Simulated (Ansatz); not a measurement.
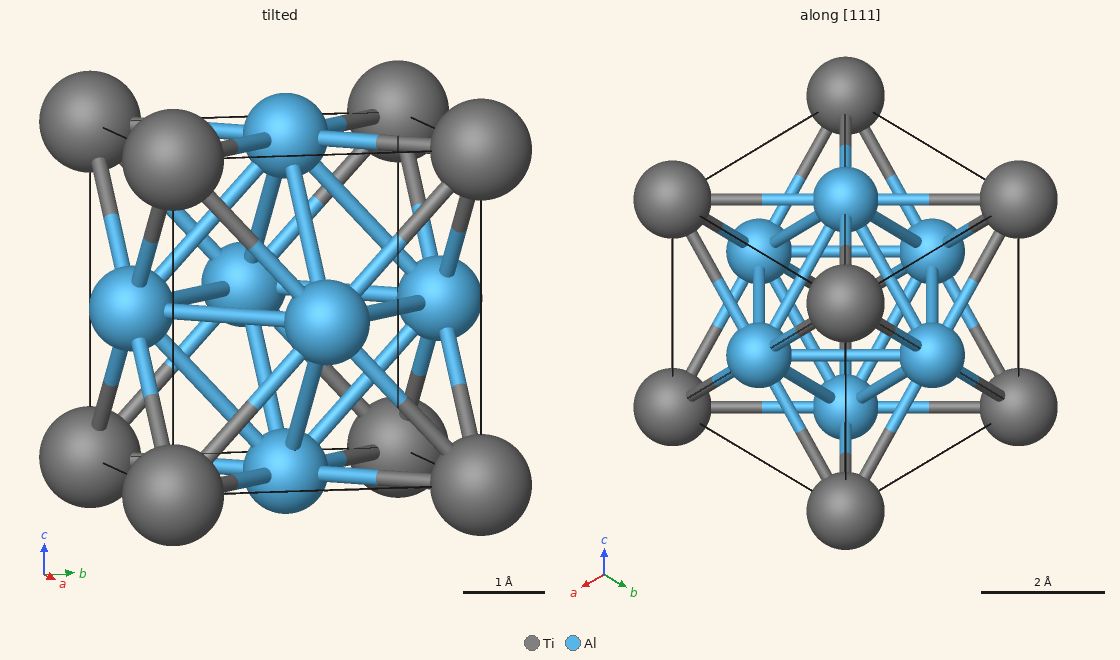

Drawn in the ball-and-stick manner and seen slightly off an axis and along [111]. The frame is the conventional unit cell; atoms at its boundary are shown with their periodic copies.

Explain the picture.

The formula is TiAl$_{3}$. It belongs to space group P4/mmm (No. 123) and has a primitive tetragonal lattice. In the cell are 1 Ti, 3 Al, which makes 1 formula unit. Numbers of contacts at bonding distance: Ti 12 and Al 12.

The structure comes from a structure listed in the Materials Project. The cell was then strained or its atoms displaced on purpose. A calculation with Ansatz used it as input.

At this level of theory the cell isn't at rest (stretched, at -5 GPa), so its distances can differ from those at equilibrium, the more so the softer the solid.
